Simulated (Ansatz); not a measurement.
## Geometry relaxation of Si₄₇C (part 3 of 3)

Continued. System: Si₄₇C (defect cell, 48 atoms in the cell). Method: DFT, PBE, plane waves, PAW, no spin polarisation (Ansatz 0.2.0); cutoff 420 eV, 2×3×3 k-mesh, Gaussian smearing of 0.02 eV. The structure derives from a Materials Project entry. Some settings of this run were made unusual or wrong on purpose.

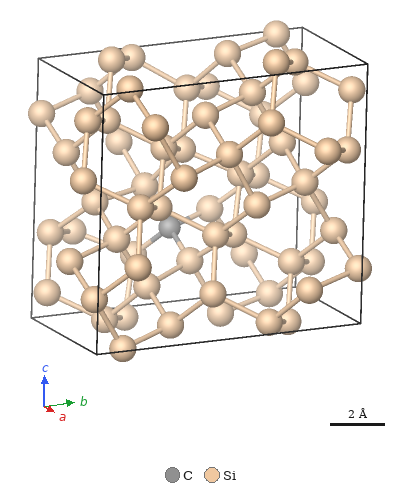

Figure 1. The geometry at step 5 of the log (ball-and-stick view of the cell of the calculation, seen slightly off an axis).

Trajectory as extended XYZ, continued
```
48
Lattice="7.7026 0.0000 -6.3650 -3.8513 -6.6706 -6.3650 -3.8513 6.6706 -6.3650" Properties=species:S:1:pos:R:3:forces:R:3 step=3 energy=-30131.88799
C    -1.9258   -1.1118   -5.9759    0.0009  -0.0003   0.1610
Si   -3.9067    2.3070  -12.3012   -0.0314  -0.0010   0.0094
Si    3.8915    2.1339  -12.3458   -0.0019  -0.0266  -0.0181
Si    2.0257   -1.1055  -12.3011    0.0150   0.0275   0.0092
Si    1.8277   -1.1017   -5.9810   -0.0221   0.0157  -0.0177
Si   -0.0194    2.2382  -12.3272   -0.0171   0.0103   0.0115
Si   -0.0447    2.1339   -5.9362    0.0166  -0.0266   0.0094
Si    3.9090   -4.3674  -12.3460    0.0245   0.0118  -0.0186
Si   -5.7797   -1.1359  -12.3273   -0.0002  -0.0195   0.0114
Si    0.0225   -4.4376  -12.3272    0.0176   0.0096   0.0119
Si    1.9257    5.5590  -12.3314    0.0000   0.0005  -0.0662
Si   -1.9256   -1.1117  -12.3576   -0.0001  -0.0001  -0.0830
Si   -3.8920    4.4633   -9.2422    0.0112  -0.0134  -0.0279
Si   -1.9241    1.0506   -9.0618    0.0250  -0.0311   0.0486
Si    5.7832    1.0685   -9.2421    0.0063   0.0159  -0.0278
Si    3.8855   -2.1965   -9.2423   -0.0163  -0.0027  -0.0278
Si   -0.0027    4.4370   -9.1524   -0.0184  -0.0373   0.0073
Si    1.9298    1.1215   -9.1355    0.0155   0.0038   0.0233
Si   -1.9191   -5.5672   -9.1357   -0.0047  -0.0152   0.0230
Si    1.9152    1.1104  -15.5004   -0.0109   0.0119   0.0231
Si   -3.7990   -2.1916   -9.0617    0.0144   0.0370   0.0484
Si   -1.9328    1.1189  -15.5174   -0.0229   0.0345   0.0075
Si    0.0100   -2.2209  -15.5173    0.0414   0.0027   0.0075
Si   -0.0536   -2.1943   -9.0617   -0.0388  -0.0062   0.0482
Si   -1.9257   -1.1118   -3.9665   -0.0010  -0.0003   0.5719
Si   -3.8393    2.1963   -9.9098    0.0142   0.0307  -0.0033
Si    3.8503    2.2291   -9.9591    0.0193  -0.0086  -0.0490
Si    1.8958   -1.1085   -9.9097    0.0193  -0.0276  -0.0031
Si    1.9307   -1.1136   -3.5942   -0.0176  -0.0127  -0.0494
Si   -0.0179    2.2053   -9.9212   -0.0340   0.0140  -0.0339
Si    0.0175    2.2478   -3.5448   -0.0336  -0.0029  -0.0033
Si    3.8470   -4.4506   -9.9591   -0.0023   0.0212  -0.0490
Si   -5.7522   -1.1180   -9.9212    0.0051  -0.0364  -0.0342
Si   -0.0068   -4.4224   -9.9212    0.0289   0.0229  -0.0343
Si    1.9255    5.5588   -9.9448   -0.0001  -0.0001   0.0035
Si   -1.9255   -1.1117   -9.9918    0.0000   0.0002   0.0060
Si   -3.8538    4.4018   -6.8203   -0.0220   0.0254   0.0321
Si   -1.9228    0.7445   -6.6284   -0.0024   0.6706  -0.2356
Si    5.8174    1.1322   -6.8203   -0.0111  -0.0319   0.0324
Si    3.8134   -2.1987   -6.8205    0.0326   0.0057   0.0319
Si   -0.0223    4.3837   -6.7743   -0.0051   0.0041   0.0436
Si    1.9334    1.1269   -6.7484   -0.0176   0.0194  -0.0057
Si   -1.9165   -5.5734   -6.7486    0.0257   0.0050  -0.0060
Si    1.9085    1.1111  -13.1134   -0.0087  -0.0251  -0.0057
Si   -3.5348   -2.0375   -6.6284   -0.5788  -0.3369  -0.2343
Si   -1.9695    1.1626  -13.1393    0.0064   0.0021   0.0436
Si    0.0660   -2.2112  -13.1392   -0.0016  -0.0065   0.0433
Si   -0.3195   -2.0426   -6.6284    0.5806  -0.3336  -0.2354
48
Lattice="7.7026 0.0000 -6.3650 -3.8513 -6.6706 -6.3650 -3.8513 6.6706 -6.3650" Properties=species:S:1:pos:R:3:forces:R:3 step=4 energy=-30131.95239
C    -1.9257   -1.1118   -5.9649   -0.0003  -0.0004   0.0215
Si   -3.9069    2.2970  -12.2969    0.0314  -0.0164  -0.0075
Si    3.8820    2.1384  -12.3519    0.0002   0.0393  -0.0045
Si    2.0172   -1.1004  -12.2968   -0.0298  -0.0190  -0.0074
Si    1.8363   -1.0957   -5.9871    0.0338  -0.0204  -0.0048
Si   -0.0229    2.2406  -12.3273    0.0022   0.0001   0.0112
Si   -0.0359    2.1387   -5.9319   -0.0017   0.0354  -0.0075
Si    3.9099   -4.3778  -12.3521   -0.0344  -0.0195  -0.0044
Si   -5.7801   -1.1401  -12.3274   -0.0014   0.0017   0.0112
Si    0.0264   -4.4358  -12.3273   -0.0009  -0.0020   0.0110
Si    1.9257    5.5590  -12.3370    0.0000  -0.0002   0.0062
Si   -1.9256   -1.1118  -12.3641    0.0000   0.0000   0.0018
Si   -3.8835    4.4586   -9.2373   -0.0120   0.0156   0.0312
Si   -1.9215    1.0504   -9.0625    0.0079   0.0176  -0.0188
Si    5.7831    1.0781   -9.2371   -0.0078  -0.0181   0.0312
Si    3.8773   -2.2015   -9.2373    0.0190   0.0025   0.0311
Si   -0.0053    4.4337   -9.1512    0.0054   0.0001  -0.0024
Si    1.9305    1.1236   -9.1377    0.0054   0.0043  -0.0049
Si   -1.9176   -5.5688   -9.1381    0.0009  -0.0067  -0.0049
Si    1.9130    1.1100  -15.5027   -0.0065   0.0026  -0.0048
Si   -3.8000   -2.1893   -9.0624   -0.0191  -0.0018  -0.0189
Si   -1.9343    1.1229  -15.5162   -0.0026  -0.0046  -0.0025
Si    0.0142   -2.2214  -15.5161   -0.0026   0.0046  -0.0023
Si   -0.0550   -2.1964   -9.0625    0.0109  -0.0154  -0.0188
Si   -1.9258   -1.1118   -3.9134    0.0005   0.0001  -0.0369
Si   -3.8374    2.1960   -9.9086   -0.0043  -0.0030   0.0112
Si    3.8515    2.2297   -9.9679   -0.0086  -0.0006   0.0087
Si    1.8947   -1.1099   -9.9085   -0.0003   0.0052   0.0112
Si    1.9306   -1.1150   -3.6031    0.0040   0.0078   0.0087
Si   -0.0212    2.2053   -9.9260    0.0072   0.0032  -0.0013
Si    0.0169    2.2495   -3.5436    0.0049  -0.0024   0.0112
Si    3.8459   -4.4498   -9.9680    0.0048  -0.0075   0.0087
Si   -5.7505   -1.1208   -9.9260   -0.0063   0.0047  -0.0012
Si   -0.0051   -4.4195   -9.9260   -0.0008  -0.0079  -0.0012
Si    1.9255    5.5588   -9.9455    0.0000   0.0000   0.0059
Si   -1.9255   -1.1117   -9.9909   -0.0001  -0.0002  -0.0017
Si   -3.8563    4.4051   -6.8167    0.0088  -0.0010  -0.0058
Si   -1.9219    0.7906   -6.6391    0.0015  -0.0309  -0.0012
Si    5.8158    1.1284   -6.8166   -0.0035   0.0083  -0.0059
Si    3.8174   -2.1983   -6.8168   -0.0051  -0.0067  -0.0057
Si   -0.0209    4.3843   -6.7696   -0.0023   0.0046  -0.0063
Si    1.9357    1.1328   -6.7521   -0.0022   0.0027  -0.0086
Si   -1.9125   -5.5783   -6.7525    0.0036   0.0006  -0.0086
Si    1.9022    1.1101  -13.1171   -0.0011  -0.0033  -0.0086
Si   -3.5751   -2.0597   -6.6390    0.0260   0.0168  -0.0014
Si   -1.9696    1.1610  -13.1347    0.0051  -0.0002  -0.0061
Si    0.0647   -2.2104  -13.1346   -0.0028  -0.0042  -0.0061
Si   -0.2800   -2.0666   -6.6392   -0.0271   0.0147  -0.0011
48
Lattice="7.7026 0.0000 -6.3650 -3.8513 -6.6706 -6.3650 -3.8513 6.6706 -6.3650" Properties=species:S:1:pos:R:3:forces:R:3 step=5 energy=-30131.95240
C    -1.9257   -1.1118   -5.9649   -0.0003  -0.0004   0.0224
Si   -3.9069    2.2970  -12.2969    0.0316  -0.0167  -0.0077
Si    3.8820    2.1384  -12.3519    0.0004   0.0396  -0.0047
Si    2.0172   -1.1004  -12.2968   -0.0302  -0.0191  -0.0076
Si    1.8363   -1.0957   -5.9871    0.0340  -0.0207  -0.0050
Si   -0.0229    2.2406  -12.3273    0.0022  -0.0001   0.0113
Si   -0.0359    2.1387   -5.9319   -0.0016   0.0357  -0.0077
Si    3.9099   -4.3778  -12.3521   -0.0348  -0.0195  -0.0045
Si   -5.7801   -1.1401  -12.3274   -0.0014   0.0018   0.0113
Si    0.0264   -4.4358  -12.3273   -0.0010  -0.0020   0.0112
Si    1.9257    5.5590  -12.3370    0.0000  -0.0002   0.0062
Si   -1.9256   -1.1118  -12.3641    0.0000   0.0000   0.0013
Si   -3.8835    4.4586   -9.2373   -0.0122   0.0158   0.0314
Si   -1.9215    1.0504   -9.0625    0.0078   0.0176  -0.0186
Si    5.7831    1.0781   -9.2371   -0.0078  -0.0184   0.0314
Si    3.8773   -2.2015   -9.2373    0.0193   0.0026   0.0313
Si   -0.0053    4.4337   -9.1512    0.0056   0.0003  -0.0026
Si    1.9305    1.1236   -9.1377    0.0054   0.0046  -0.0050
Si   -1.9176   -5.5688   -9.1381    0.0011  -0.0069  -0.0050
Si    1.9130    1.1100  -15.5027   -0.0068   0.0025  -0.0049
Si   -3.8000   -2.1893   -9.0624   -0.0192  -0.0019  -0.0186
Si   -1.9343    1.1229  -15.5162   -0.0025  -0.0048  -0.0027
Si    0.0142   -2.2214  -15.5161   -0.0029   0.0046  -0.0025
Si   -0.0550   -2.1964   -9.0625    0.0110  -0.0154  -0.0186
Si   -1.9258   -1.1118   -3.9134    0.0005   0.0001  -0.0359
Si   -3.8374    2.1960   -9.9086   -0.0042  -0.0032   0.0112
Si    3.8515    2.2297   -9.9679   -0.0089  -0.0005   0.0086
Si    1.8947   -1.1099   -9.9085   -0.0005   0.0053   0.0112
Si    1.9306   -1.1150   -3.6031    0.0042   0.0080   0.0086
Si   -0.0212    2.2053   -9.9260    0.0073   0.0032  -0.0014
Si    0.0169    2.2495   -3.5436    0.0050  -0.0022   0.0112
Si    3.8459   -4.4498   -9.9680    0.0049  -0.0078   0.0086
Si   -5.7505   -1.1208   -9.9260   -0.0064   0.0047  -0.0013
Si   -0.0051   -4.4195   -9.9260   -0.0008  -0.0080  -0.0013
Si    1.9255    5.5588   -9.9455    0.0000   0.0000   0.0061
Si   -1.9255   -1.1117   -9.9909   -0.0001  -0.0001  -0.0013
Si   -3.8563    4.4051   -6.8167    0.0087  -0.0011  -0.0057
Si   -1.9219    0.7906   -6.6391    0.0014  -0.0298  -0.0017
Si    5.8158    1.1284   -6.8166   -0.0034   0.0082  -0.0059
Si    3.8174   -2.1983   -6.8168   -0.0052  -0.0066  -0.0056
Si   -0.0209    4.3843   -6.7696   -0.0019   0.0046  -0.0061
Si    1.9357    1.1328   -6.7521   -0.0022   0.0031  -0.0088
Si   -1.9125   -5.5783   -6.7525    0.0039   0.0004  -0.0088
Si    1.9022    1.1101  -13.1171   -0.0014  -0.0034  -0.0088
Si   -3.5751   -2.0597   -6.6390    0.0251   0.0163  -0.0019
Si   -1.9696    1.1610  -13.1347    0.0050  -0.0005  -0.0059
Si    0.0647   -2.2104  -13.1346   -0.0030  -0.0039  -0.0059
Si   -0.2800   -2.0666   -6.6392   -0.0261   0.0141  -0.0016
48
Lattice="7.7026 0.0000 -6.3650 -3.8513 -6.6706 -6.3650 -3.8513 6.6706 -6.3650" Properties=species:S:1:pos:R:3:forces:R:3 step=6 energy=-30131.95330
C    -1.9257   -1.1118   -5.9657    0.0002   0.0001   0.0150
Si   -3.9004    2.2955  -12.2981   -0.0134   0.0097   0.0040
Si    3.8832    2.1443  -12.3526    0.0001  -0.0178  -0.0004
Si    2.0126   -1.1052  -12.2980    0.0150   0.0068   0.0039
Si    1.8408   -1.0997   -5.9878   -0.0154   0.0090  -0.0003
Si   -0.0189    2.2383  -12.3255    0.0010  -0.0007  -0.0060
Si   -0.0379    2.1451   -5.9331   -0.0016  -0.0165   0.0040
Si    3.9042   -4.3797  -12.3528    0.0154   0.0089  -0.0004
Si   -5.7801   -1.1355  -12.3256    0.0002   0.0012  -0.0059
Si    0.0223   -4.4380  -12.3255   -0.0012  -0.0005  -0.0060
Si    1.9257    5.5590  -12.3344   -0.0001   0.0001   0.0003
Si   -1.9256   -1.1117  -12.3645    0.0000   0.0000   0.0023
Si   -3.8853    4.4629   -9.2323    0.0047  -0.0044  -0.0128
Si   -1.9193    1.0535   -9.0665   -0.0053  -0.0064   0.0069
Si    5.7802    1.0744   -9.2321    0.0016   0.0062  -0.0129
Si    3.8818   -2.2022   -9.2323   -0.0059  -0.0018  -0.0128
Si   -0.0046    4.4347   -9.1517   -0.0048   0.0020   0.0019
Si    1.9322    1.1227   -9.1379   -0.0054   0.0001  -0.0009
Si   -1.9193   -5.5699   -9.1383    0.0029   0.0046  -0.0009
Si    1.9130    1.1119  -15.5029    0.0027  -0.0047  -0.0009
Si   -3.8039   -2.1889   -9.0665    0.0083  -0.0014   0.0068
Si   -1.9339    1.1217  -15.5167    0.0040   0.0031   0.0019
Si    0.0130   -2.2213  -15.5166    0.0006  -0.0050   0.0018
Si   -0.0535   -2.1999   -9.0665   -0.0029   0.0077   0.0069
Si   -1.9258   -1.1118   -3.9155   -0.0003   0.0000  -0.0115
Si   -3.8374    2.1995   -9.9072    0.0011  -0.0007  -0.0047
Si    3.8514    2.2297   -9.9670    0.0060  -0.0007  -0.0055
Si    1.8977   -1.1117   -9.9072   -0.0012  -0.0006  -0.0047
Si    1.9307   -1.1148   -3.6023   -0.0036  -0.0048  -0.0054
Si   -0.0173    2.2067   -9.9260   -0.0027  -0.0046   0.0024
Si    0.0138    2.2478   -3.5423    0.0000   0.0014  -0.0046
Si    3.8459   -4.4500   -9.9671   -0.0024   0.0056  -0.0055
Si   -5.7537   -1.1181   -9.9260    0.0052   0.0000   0.0024
Si   -0.0059   -4.4236   -9.9261   -0.0026   0.0046   0.0024
Si    1.9255    5.5588   -9.9442    0.0000   0.0000   0.0013
Si   -1.9255   -1.1117   -9.9917    0.0000   0.0000  -0.0001
Si   -3.8546    4.4096   -6.8147   -0.0028   0.0007   0.0020
Si   -1.9218    0.7906   -6.6417    0.0026   0.0058   0.0009
Si    5.8110    1.1276   -6.8146    0.0008  -0.0027   0.0021
Si    3.8205   -2.2020   -6.8148    0.0019   0.0018   0.0020
Si   -0.0224    4.3892   -6.7711    0.0024  -0.0020   0.0033
Si    1.9325    1.1316   -6.7526    0.0005  -0.0022   0.0066
Si   -1.9119   -5.5750   -6.7529   -0.0023   0.0007   0.0065
Si    1.9049    1.1079  -13.1175    0.0016   0.0015   0.0065
Si   -3.5753   -2.0596   -6.6416   -0.0062  -0.0006   0.0010
Si   -1.9646    1.1599  -13.1361   -0.0029  -0.0010   0.0032
Si    0.0611   -2.2141  -13.1360    0.0006   0.0030   0.0032
Si   -0.2800   -2.0667   -6.6418    0.0035  -0.0054   0.0008
```

This output came from the following input.

The input
```yaml
crystal:
  lattice:
    - [7.7025612697, 1.0e-10, -6.3650227274]
    - [-3.8512806348, -6.6706137338, -6.3650227274]
    - [-3.8512806349, 6.6706137337, -6.3650227274]
  atoms:
    - { symbol: C, position: [0.1456896866, 0.4790230199, 0.3123563532] }
    - { symbol: Si, position: [0.3123563532, 0.6456896866, 0.9790230199] }
    - { symbol: Si, position: [0.9790230199, 0.3123563532, 0.6456896866] }
    - { symbol: Si, position: [0.8123563532, 0.6456896866, 0.4790230199] }
    - { symbol: Si, position: [0.4790230199, 0.3123563532, 0.1456896866] }
    - { symbol: Si, position: [0.6456896866, 0.4790230199, 0.8123563532] }
    - { symbol: Si, position: [0.3123563532, 0.1456896866, 0.4790230199] }
    - { symbol: Si, position: [0.9790230199, 0.8123563532, 0.1456896866] }
    - { symbol: Si, position: [0.1456896866, 0.9790230199, 0.8123563532] }
    - { symbol: Si, position: [0.6456896866, 0.9790230199, 0.3123563532] }
    - { symbol: Si, position: [0.8123563532, 0.1456896866, 0.9790230199] }
    - { symbol: Si, position: [0.4790230199, 0.8123563532, 0.6456896866] }
    - { symbol: Si, position: [0.1456896866, 0.3123563532, 0.9790230199] }
    - { symbol: Si, position: [0.3123563532, 0.4790230199, 0.6456896866] }
    - { symbol: Si, position: [0.9790230199, 0.1456896866, 0.3123563532] }
    - { symbol: Si, position: [0.8123563532, 0.4790230199, 0.1456896866] }
    - { symbol: Si, position: [0.4790230199, 0.1456896866, 0.8123563532] }
    - { symbol: Si, position: [0.6456896866, 0.3123563532, 0.4790230199] }
    - { symbol: Si, position: [0.3123563532, 0.9790230199, 0.1456896866] }
    - { symbol: Si, position: [0.9790230199, 0.6456896866, 0.8123563532] }
    - { symbol: Si, position: [0.1456896866, 0.8123563532, 0.4790230199] }
    - { symbol: Si, position: [0.6456896866, 0.8123563532, 0.9790230199] }
    - { symbol: Si, position: [0.8123563532, 0.9790230199, 0.6456896866] }
    - { symbol: Si, position: [0.4790230199, 0.6456896866, 0.3123563532] }
    - { symbol: Si, position: [0.0209769801, 0.3543103134, 0.1876436468] }
    - { symbol: Si, position: [0.1876436468, 0.5209769801, 0.8543103134] }
    - { symbol: Si, position: [0.8543103134, 0.1876436468, 0.5209769801] }
    - { symbol: Si, position: [0.6876436468, 0.5209769801, 0.3543103134] }
    - { symbol: Si, position: [0.3543103134, 0.1876436468, 0.0209769801] }
    - { symbol: Si, position: [0.5209769801, 0.3543103134, 0.6876436468] }
    - { symbol: Si, position: [0.1876436468, 0.0209769801, 0.3543103134] }
    - { symbol: Si, position: [0.8543103134, 0.6876436468, 0.0209769801] }
    - { symbol: Si, position: [0.0209769801, 0.8543103134, 0.6876436468] }
    - { symbol: Si, position: [0.5209769801, 0.8543103134, 0.1876436468] }
    - { symbol: Si, position: [0.6876436468, 0.0209769801, 0.8543103134] }
    - { symbol: Si, position: [0.3543103134, 0.6876436468, 0.5209769801] }
    - { symbol: Si, position: [0.0209769801, 0.1876436468, 0.8543103134] }
    - { symbol: Si, position: [0.1876436468, 0.3543103134, 0.5209769801] }
    - { symbol: Si, position: [0.8543103134, 0.0209769801, 0.1876436468] }
    - { symbol: Si, position: [0.6876436468, 0.3543103134, 0.0209769801] }
    - { symbol: Si, position: [0.3543103134, 0.0209769801, 0.6876436468] }
    - { symbol: Si, position: [0.5209769801, 0.1876436468, 0.3543103134] }
    - { symbol: Si, position: [0.1876436468, 0.8543103134, 0.0209769801] }
    - { symbol: Si, position: [0.8543103134, 0.5209769801, 0.6876436468] }
    - { symbol: Si, position: [0.0209769801, 0.6876436468, 0.3543103134] }
    - { symbol: Si, position: [0.5209769801, 0.6876436468, 0.8543103134] }
    - { symbol: Si, position: [0.6876436468, 0.8543103134, 0.5209769801] }
    - { symbol: Si, position: [0.3543103134, 0.5209769801, 0.1876436468] }
  host:
    lattice:
      - [3.8512806348, 0.0, 0.0]
      - [-1.9256403174, 3.3353068669, 0.0]
      - [0.0, 0.0, 6.3650227274]
    atoms:
      - { symbol: Si, position: [0.3333333333, 0.6666666667, 0.0629309403] }
      - { symbol: Si, position: [0.6666666667, 0.3333333333, 0.5629309403] }
      - { symbol: Si, position: [0.3333333333, 0.6666666667, 0.4370690597] }
      - { symbol: Si, position: [0.6666666667, 0.3333333333, 0.9370690597] }
basis:
  ecutwfc: 420
  xc_grid: 2
kpoints:
  mp_grid: { grid: [2, 3, 3], shift: [0.5, 0.5, 0.5] }
hamiltonian:
  xc: pbe
scf:
  occupations: { method: gaussian, width: 0.02 }
  max_iter: 100
output:
  forces: true
  eigenvalues: true
relax:
  adjacent_minimum: "off"
  f_tol: 0.025
  max_steps: 45
```

Run as:
```bash
ansatz run input.yaml --threads 4 --pin off --max-ram 6144MiB --backend cpu --events-out ev --progress --plain --runs-dir out
```

Outcome

- outcome: converged
- electrons treated: 192
- free energy: −30131.9533 eV
- Fermi energy: 6.318 eV
- gap on the k-point mesh: 0.80 eV
- final volume: 981.12 Å³
- largest force (length of the vector) at the end: 0.018 eV/Å
- hardware: 4 threads of Arm Neoverse V1, 24 GiB of memory available, shared host
- wall time: 5.7 min (CPU time 22 min)
- peak memory: 3.1 GiB

Notes

A setting was made wrong on purpose: a mesh that breaks the symmetry (`kpoints.mp_grid.grid`). The run converged; whether the setting changed the result can't be told without a sound run beside it. The program warns: the k-point mesh lowers the symmetry that the run can use.
